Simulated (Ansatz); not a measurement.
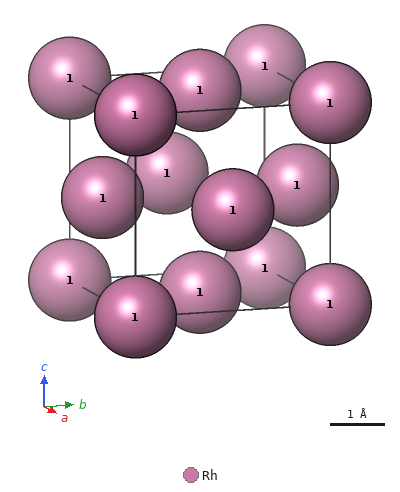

**Figure 1.** The structure as given in the input (spheres-only view of the cell 4 times as large as that of the calculation, set on its symmetry axes, seen slightly off an axis; atoms are numbered from 1 in the order of the input).

# Geometry relaxation of Rh

The run: geometry relaxation of Rh (Fm-3m, 1 atom in the cell). Method and program: DFT, PBE, PAW with Ansatz's default frozen-core files, scalar-relativistic, no spin polarisation (Ansatz 0.2.0).

The structure was built on a prototype by a generator; it need not be a known phase. It belongs to a series of runs on one base structure; here: bulk cell relaxed. Figures and captions count atoms from 1; the log counts them from 0 in places.

### The input
```yaml
crystal:
  lattice:
    - [0.0, 1.9152057761, 1.9152057761]
    - [1.9152057761, 0.0, 1.9152057761]
    - [1.9152057761, 1.9152057761, 0.0]
  atoms:
    - { symbol: Rh, position: [0.0, 0.0, 0.0] }
kpoints:
  mp_grid: { grid: [19, 19, 19] }
scf:
  occupations: { method: fermi_dirac, width: 0.1 }
hamiltonian:
  xc: pbe
  pseudopotentials: { kind: paw }
output:
  forces: true
  stress: true
  write_density: true
  write_potential: true
  elf: true
  volumetric_format: npy
relax:
  f_tol: 0.005
  max_steps: 40
  cell: {}
```

Hardware: 3 threads of Intel Xeon @ 2.90GHz (Ice Lake), 12 GiB of memory available, shared host.

Command:
```bash
ansatz run input.yaml --threads 3 --pin off --max-ram 8192MiB --backend cpu --events-out ev --progress --plain --runs-dir out
```

### The program's output
```
Engine: ansatz 0.2.0, x86_64-unknown-linux-gnu
Pseudopotentials: kind: paw
Pseudopotential: Rh, paw, valence charge 17, recommended cutoff 420 eV (normal), Rh.paw.azcp
Functional definition: PBE
  parameter kappa = 0.804
  parameter beta = 0.06672455060314922
  exchange = pbe_x(kappa = kappa, mu = beta*pi^2/3)
  correlation = pbe_c(beta = beta)
Crystal: 1 atoms, lattice volume = 14.050 Å³
Basis set: ecut = 420 eV, 283 PW (Γ), exchange–correlation on 40×40×40 points (8 copies of the dense FFT grid, shifted against one another)
Bands: 13, of which v1, the nominal top of the filled ones, is band 9 counted from 1 (8 counted from 0)
Symmetry: 48 space group operations
Space group: Fm-3m (ITA 225), of the structure as read, at distance tolerance 2.4e-5 Å
k-points: 220 of 6859
Non-local potential: Rh, projectors of the file, l = 0: 3, l = 1: 2, l = 2: 2, l = 3: 1
PAW form: soft (Blöchl's): semilocal exchange-correlation on the pseudo side does not see the compensation charge
PAW one-centre angular grid: Rh, 590 points (default); XC on 64 Gauss nodes
Initial density: superposition of atomic densities (neutral atoms: chi_scale 0, normalization atom), corrected by the library's trained network
Initial wavefunctions: pseudopotential atomic-orbital guess
Functional: x = pbe(κ = 0.804, μ = 0.2195149727645171), c = pbe(β = 0.06672455060314922)
SCF iter   1: F=—  HF=-6402.911948 eV  |F-HF|=—  |Δ(HF+E_count)|=         —  Δρ=2.83e-3  dr2=3.62e-4  ethr=1.77e-3  ⟨swp⟩=4.9  Hψ=15879  notcnv=0
preconditioner: auto → none  [metal: Δε(μ)=0.007 eV  Ē_g=13.782 eV  σ=0.100 eV  W_gap=0.02  n_scr=0 (ndim 8)  ℏωp=29.7 eV  f_vac=0.000  D(μ)=1.40/eV (n_scr^D=14)]
SCF iter   2: F=—  HF=-6402.912016 eV  |F-HF|=—  |Δ(HF+E_count)|=   6.79e-5  Δρ=1.44e-3  dr2=6.89e-5  ethr=2.13e-6  ⟨swp⟩=2.9  Hψ=6646  notcnv=0
SCF iter   3: F=—  HF=-6402.912023 eV  |F-HF|=—  |Δ(HF+E_count)|=   7.35e-6  Δρ=7.37e-4  dr2=1.37e-5  ethr=4.05e-7  ⟨swp⟩=2.2  Hψ=4038  notcnv=0
SCF iter   4: F=—  HF=-6402.912034 eV  |F-HF|=—  |Δ(HF+E_count)|=   1.09e-5  Δρ=2.43e-4  dr2=1.72e-6  ethr=8.05e-8  ⟨swp⟩=2.4  Hψ=4203  notcnv=0
iter 5 did not close the SCF: its close was put off for the readings that it lacked (scf_convergence_deferred on its scf_iter line)
SCF iter   5: F=-6402.912035 eV  HF=-6402.912035 eV  |F-HF|=1.96e-8  |Δ(HF+E_count)|=   1.49e-6  Δρ=4.05e-5  dr2=6.86e-8  ethr=1.01e-8  ⟨swp⟩=2.1  Hψ=3904  notcnv=0
SCF iter   6: F=-6402.912035 eV  HF=-6402.912035 eV  |F-HF|=1.00e-10  |Δ(HF+E_count)|=   3.98e-8  Δρ=3.50e-6  dr2=4.72e-10  ethr=4.04e-10  ⟨swp⟩=5.1  Hψ=15360  notcnv=0
SCF 1 converged in 6 iterations: F = -6402.912035 eV  dr2 = 4.72e-10
  greatest PAW one-centre occupation: 1.000 electrons in one spin orbital (limit 2), on the Rh atom at site 0 (counted from 0), in its partial waves of l = 0
relax step   1: F+E_penalty+E_count = -6402.91203524 eV  Δ(F+E_penalty+E_count) = +0.000e0 eV  max|allowed force component| = 0.000e0 eV/Å  Δτ_max = 0.0000 Å  P = +0.306 GPa  Ω = 14.050 Å³  (6 SCF iters, dr2 threshold 1.00e-7 eV, accepted)
Crystal: 1 atoms, lattice volume = 14.081 Å³
Initial density: handed on by an earlier stage of this run
Initial wavefunctions: those handed on with the density
iter 1 solved again at ethr=3.55e-8 eV; its pass at ethr=3.10e-3 eV (dr2=6.04e-6 eV) is discarded
SCF iter   1: F=—  HF=-6402.912021 eV  |F-HF|=—  |Δ(HF+E_count)|=         —  Δρ=2.24e-4  dr2=6.42e-6  ethr=3.55e-8  ⟨swp⟩=2.0  Hψ=18509  notcnv=0
preconditioner: auto → none  [metal: Δε(μ)=0.006 eV  Ē_g=13.756 eV  σ=0.100 eV  W_gap=0.02  n_scr=0 (ndim 8)  ℏωp=29.7 eV  f_vac=0.000  D(μ)=1.41/eV (n_scr^D=14)]
SCF iter   2: F=—  HF=-6402.912019 eV  |F-HF|=—  |Δ(HF+E_count)|=   1.76e-6  Δρ=1.10e-4  dr2=7.77e-7  ethr=3.55e-8  ⟨swp⟩=2.3  Hψ=4182  notcnv=0
SCF iter   3: F=-6402.912019 eV  HF=-6402.912019 eV  |F-HF|=2.20e-8  |Δ(HF+E_count)|=   1.61e-7  Δρ=4.43e-5  dr2=9.04e-8  ethr=5.88e-10  ⟨swp⟩=7.2  Hψ=14832  notcnv=0
SCF 2 converged in 3 iterations: F = -6402.912019 eV  dr2 = 9.04e-8
relax step   2: F+E_penalty+E_count = -6402.91201879 eV  Δ(F+E_penalty+E_count) = +1.645e-5 eV  max|allowed force component| = 0.000e0 eV/Å  Δτ_max = 0.0000 Å  P = -0.256 GPa  Ω = 14.081 Å³  energy of the carried Pulay correction = -2.128e-5 eV  (3 SCF iters, dr2 threshold 1.00e-7 eV, accepted)
Crystal: 1 atoms, lattice volume = 14.067 Å³
iter 1 solved again at ethr=5.72e-9 eV; its pass at ethr=3.10e-3 eV (dr2=9.73e-7 eV) is discarded
SCF iter   1: F=—  HF=-6402.912041 eV  |F-HF|=—  |Δ(HF+E_count)|=         —  Δρ=8.65e-5  dr2=1.02e-6  ethr=5.72e-9  ⟨swp⟩=2.0  Hψ=18517  notcnv=0
preconditioner: auto → none  [metal: Δε(μ)=0.007 eV  Ē_g=13.766 eV  σ=0.100 eV  W_gap=0.02  n_scr=0 (ndim 8)  ℏωp=29.7 eV  f_vac=0.000  D(μ)=1.40/eV (n_scr^D=14)]
SCF iter   2: F=—  HF=-6402.912040 eV  |F-HF|=—  |Δ(HF+E_count)|=   7.43e-7  Δρ=3.41e-5  dr2=1.14e-7  ethr=5.72e-9  ⟨swp⟩=2.3  Hψ=4369  notcnv=0
SCF iter   3: F=-6402.912040 eV  HF=-6402.912040 eV  |F-HF|=2.57e-10  |Δ(HF+E_count)|=   3.48e-8  Δρ=7.08e-6  dr2=2.36e-9  ethr=5.88e-10  ⟨swp⟩=7.0  Hψ=14317  notcnv=0
SCF 3 converged in 3 iterations: F = -6402.912040 eV  dr2 = 2.36e-9
relax step   3: F+E_penalty+E_count = -6402.91203978 eV  Δ(F+E_penalty+E_count) = -2.098e-5 eV  max|allowed force component| = 0.000e0 eV/Å  Δτ_max = 0.0000 Å  P = -0.000 GPa  Ω = 14.067 Å³  energy of the carried Pulay correction = -1.160e-5 eV  (3 SCF iters, dr2 threshold 1.00e-7 eV, accepted)
Initial wavefunctions: pseudopotential atomic-orbital guess (no wavefunctions were taken with the density)
iter 1 solved again at ethr=1.41e-8 eV; its pass at ethr=3.10e-3 eV (dr2=2.39e-6 eV) is discarded
SCF iter   1: F=—  HF=-6402.912000 eV  |F-HF|=—  |Δ(HF+E_count)|=         —  Δρ=3.99e-4  dr2=4.61e-7  ethr=1.41e-8  ⟨swp⟩=3.1  Hψ=23817  notcnv=0
SCF iter   2: F=—  HF=-6402.912037 eV  |F-HF|=—  |Δ(HF+E_count)|=   3.68e-5  Δρ=2.00e-4  dr2=1.16e-7  ethr=2.71e-9  ⟨swp⟩=1.0  Hψ=2860  notcnv=0
SCF iter   3: F=—  HF=-6402.912050 eV  |F-HF|=—  |Δ(HF+E_count)|=   1.27e-5  Δρ=5.93e-6  dr2=4.35e-9  ethr=6.82e-10  ⟨swp⟩=1.0  Hψ=2860  notcnv=0
SCF iter   4: F=-6402.912050 eV  HF=-6402.912050 eV  |F-HF|=4.55e-12  |Δ(HF+E_count)|=   1.26e-9  Δρ=4.40e-7  dr2=8.28e-12  ethr=1.00e-12  ⟨swp⟩=4.3  Hψ=13739  notcnv=0
SCF 4 converged in 4 iterations: F = -6402.912050 eV  dr2 = 8.28e-12
relax step   4: F+E_penalty+E_count = -6402.91204959 eV  Δ(F+E_penalty+E_count) = -9.812e-6 eV  max|allowed force component| = 0.000e0 eV/Å  Δτ_max = 0.0000 Å  P = -0.001 GPa  Ω = 14.067 Å³  stress off target by 7.17e-4 GPa  SCF on the basis re-selected at this cell (its energy is not comparable with the rows above)  (4 SCF iters)
```

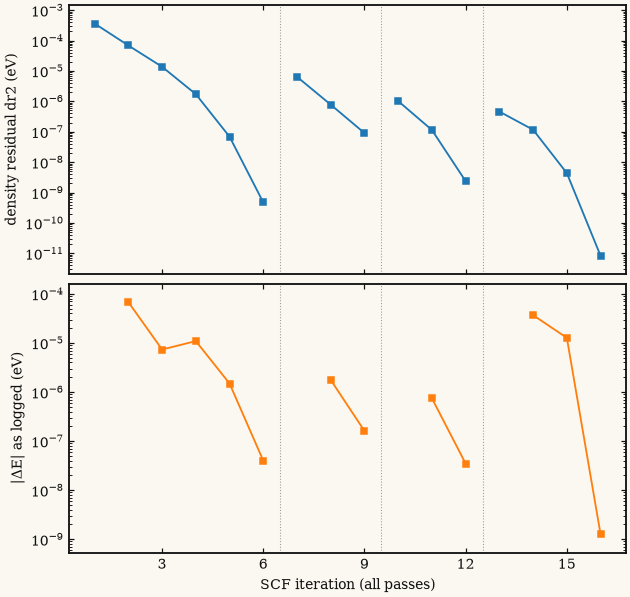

**Figure 2.** Convergence of the self-consistent field: density residual dr2 and size of the energy change against the SCF iteration. The dotted lines part the SCF passes of the relaxation: geometry steps, rejected trials and re-solves on a re-selected basis. The passes take 6, 3, 3 and 4 iterations.

```
basis re-selected at this cell: Δ(F+E_penalty+E_count) = -9.812e-6 eV, ΔP = -0.000 GPa vs the last step (what re-selecting the basis moved, of the pressure what is left beyond the Pulay correction that the steps carried, after the strain that the cell walked since its last selection, with what the two solves' SCF thresholds leave and, on support functions, any second-order correction that the steps lacked; it is no measure of the basis error at this ecutwfc). This SCF's stress stands 7.17e-4 GPa from its target on what of the cell is left free (relax.cell.stress_tol is 5.00e-2 GPa) and its largest allowed force component is 0.00e0 eV/Å (relax.f_tol is 5.00e-3 eV/Å): within both
SCF converged after 4 iterations
Free energy (F): -6402.912050 eV
Harris-Foulkes:  -6402.912050 eV  (|F-HF|=4.55e-12)
Internal energy: -6402.865736 eV  (E = F + TS)
E sigma→0 (E₀):  -6402.888893 eV
Entropy (-TS):   -0.046313 eV (-46.313 meV/atom)
Fermi energy:    21.733480 eV
--- Per-component energies (eV) ---
  E_band       = -94.742475
  E_kinetic    = 572.784544
  E_local      = -1591.341755  (includes V_loc(G=0)·N_el)
  E_nonlocal   = 354.566539
  E_hartree    = 559.315157
  E_xc         = -221.743618
  E_vxc        = -278.357786  (∫ρ·V_xc dr)
  E_paw        = -3586.865466  (= ΣΔE_a)
  E_vpaw       = -271.025062  (= ΣTr[D̂ρ^β])
  E_aug_tail   = 0.000839  (compensation charges beyond the density's cutoff)
  E_ewald      = -2489.581976
  E_smearing   = -0.046313  (= −TS)
  E_closure    = 0.000000  (closes the sum)
  Σ components = -6402.912050   (vs F -6402.912050, Δ=0.00e0)
--- Forces (eV/Å), atoms counted from 1 ---
  atom   1  Rh    -0.00000000     0.00000000     0.00000000
  max |Σ_I F_I| component: 3.70e-32 eV/Å
--- Stress (GPa, compression-positive) ---
       -0.000717      -0.000000      -0.000000
       -0.000000      -0.000717      -0.000000
       -0.000000      -0.000000      -0.000717
  P = ⅓ Tr σ = -0.0007 GPa (-0.007 kbar)
--- Band table (eV; the first three rows and the last of 220) ---
  k-point 0: bands = ["-57.0651", "-24.5621", "-24.5621", "-24.5621", "13.9464", "18.7717", "18.7717", "18.7717", "20.7833", "20.7833", "37.5657", "42.7789", "42.7789"]
  k-point 1: bands = ["-57.0623", "-24.5810", "-24.5646", "-24.5646", "14.0560", "18.7238", "18.8144", "18.8144", "20.7596", "20.7596", "37.7193", "42.1837", "42.9343"]
  k-point 2: bands = ["-57.0544", "-24.6356", "-24.5721", "-24.5721", "14.3725", "18.6012", "18.9280", "18.9280", "20.7067", "20.7067", "38.1340", "40.8945", "43.3882"]
  k-point 219: bands = ["-56.9294", "-25.0221", "-24.9961", "-24.8131", "16.9035", "17.8572", "18.2863", "20.6031", "22.6503", "30.9195", "31.0640", "33.0312", "34.4321"]
--- Relaxed structure (3 steps of the walk, 3 accepted, 1 SCFs on fresh bases) ---
  F+E_penalty+E_count = -6402.91204959 eV   max|allowed force component| = 0.000e0 eV/Å   (the final SCF, on the basis selected at the relaxed cell)
  cell:  # Å, volume = 14.0669 Å³
    - [6.369215041119487e-34, 1.9159734890256117, 1.9159734890256117]
    - [1.9159734890256117, 1.1719355675659856e-33, 1.9159734890256117]
    - [1.9159734890256117, 1.9159734890256117, 1.4012273090462873e-33]
  atoms:
    - { symbol: Rh, position: [0.0, 0.0, 0.0] }
```

### File rho_z.tsv
```
# z_ang	rho[e/angstrom^3]
# format = ansatz-planar-average/11
# lattice	0.000000000	1.915973489	1.915973489
# lattice	1.915973489	0.000000000	1.915973489
# lattice	1.915973489	1.915973489	0.000000000
# sites	1
# site	45	0.000000000	0.000000000	0.000000000
0.000000	2.472669e0
0.135480	2.389630e0
0.270960	2.152221e0
0.406439	1.799610e0
0.541919	1.398916e0
0.677399	1.021666e0
0.812879	7.159865e-1
0.948358	5.043576e-1
1.083838	3.836682e-1
1.219318	3.272894e-1
1.354798	3.108548e-1
1.490278	3.272894e-1
1.625757	3.836682e-1
1.761237	5.043576e-1
1.896717	7.159865e-1
2.032197	1.021666e0
2.167677	1.398916e0
2.303156	1.799610e0
2.438636	2.152221e0
2.574116	2.389630e0
```

### File v_z.tsv
```
# z_ang	v_es[eV]	v_tot[eV]
# format = ansatz-planar-average/11
# xc	pbe
# density_cutoff_ev	1680
# datasets	Rh=:simpson_from_first_knot:soft
# lattice	0.000000000	1.915973489	1.915973489
# lattice	1.915973489	0.000000000	1.915973489
# lattice	1.915973489	1.915973489	0.000000000
# sites	1
# site	45	0.000000000	0.000000000	0.000000000
0.000000	-4.069881e0	-2.075760e1
0.135480	-3.431270e0	-1.997652e1
0.270960	-1.570361e0	-1.770056e1
0.406439	1.355340e0	-1.411763e1
0.541919	5.092149e0	-9.535492e0
0.677399	9.268198e0	-4.407409e0
0.812879	1.339333e1	6.809869e-1
0.948358	1.693300e1	5.083349e0
1.083838	1.946247e1	8.273421e0
1.219318	2.083123e1	1.005129e1
1.354798	2.122399e1	1.058334e1
1.490278	2.083123e1	1.005129e1
1.625757	1.946247e1	8.273421e0
1.761237	1.693300e1	5.083349e0
1.896717	1.339333e1	6.809869e-1
2.032197	9.268198e0	-4.407409e0
2.167677	5.092149e0	-9.535492e0
2.303156	1.355340e0	-1.411763e1
2.438636	-1.570361e0	-1.770056e1
2.574116	-3.431270e0	-1.997652e1
```

### Trajectory as extended XYZ (Å, eV, eV/Å), 4 frames, from step=1 to step=4
```
1
Lattice="0.0000 1.9152 1.9152 1.9152 0.0000 1.9152 1.9152 1.9152 0.0000" Properties=species:S:1:pos:R:3:forces:R:3 step=1 energy=-6402.91204 pressure_GPa=0.31
Rh    0.0000    0.0000    0.0000    0.0000   0.0000   0.0000
1
Lattice="0.0000 1.9166 1.9166 1.9166 0.0000 1.9166 1.9166 1.9166 0.0000" Properties=species:S:1:pos:R:3:forces:R:3 step=2 energy=-6402.91202 pressure_GPa=-0.26
Rh    0.0000    0.0000    0.0000    0.0000   0.0000   0.0000
1
Lattice="0.0000 1.9160 1.9160 1.9160 0.0000 1.9160 1.9160 1.9160 0.0000" Properties=species:S:1:pos:R:3:forces:R:3 step=3 energy=-6402.91204 pressure_GPa=-0.00
Rh    0.0000    0.0000    0.0000    0.0000   0.0000   0.0000
1
Lattice="0.0000 1.9160 1.9160 1.9160 0.0000 1.9160 1.9160 1.9160 0.0000" Properties=species:S:1:pos:R:3:forces:R:3 step=4 energy=-6402.91205 pressure_GPa=-0.00
Rh    0.0000    0.0000    0.0000    0.0000   0.0000   0.0000
```

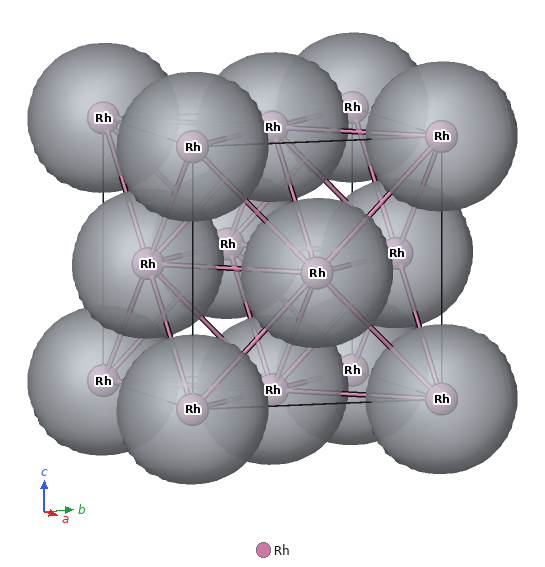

**Figure 3.** Isosurface of the valence pseudo-density at 0.5 e/Å³ (grey), seen slightly off an axis. Sticks mark near contacts. The outline is the cell set on symmetry axes. At this value the density breaks into separate islands; it holds about 85 % of the electrons treated as valence (semicore included). It is pinched off along the Rh–Rh (2.71 Å) contacts. On the grid the lowest density along these lines, outside the cores, is 0.36 e/Å³ (Rh–Rh, 2.71 Å). The fields are those of the smooth PAW valence density.

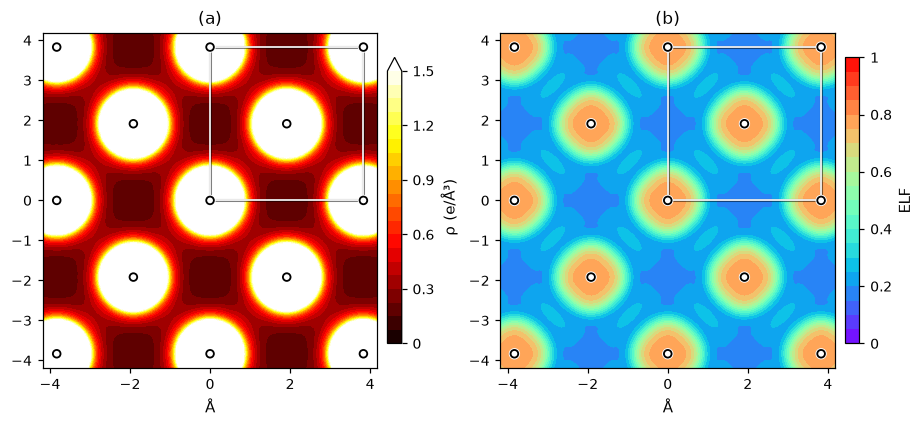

**Figure 4.** (a) valence charge density (pseudo); (b) electron localisation function on the (100) plane of the conventional cell. Circles mark the nuclei in the plane (Rh). The plane passes through Rh nuclei. Rh–Rh (2.71 Å): ρ at the midpoint is about 0.35 e/Å³; the ELF is about 0.25 at the midpoint (no localised pair between them). Away from the nuclei the density in this plane falls to 0.15 e/Å³ at its lowest. The strong features right at Rh lie inside the PAW spheres (semicore, d or f shells) and say nothing about bonding.

### Summary

- outcome: converged
- space group (tolerance 0.01 Å): Fm-3m (225)
- electrons treated: 17
- free energy: −6402.9120 eV
- Fermi energy: 21.733 eV
- pressure: 0.00 GPa
- final volume: 14.07 Å³
- largest force (length of the vector) at the end: under 0.001 eV/Å
- final cell: a = 2.710 Å, b = 2.710 Å, c = 2.710 Å, α = 60.00°, β = 60.00°, γ = 60.00°
- wall time: 2.5 s (CPU time 6.5 s)
- peak memory: 0.37 GiB
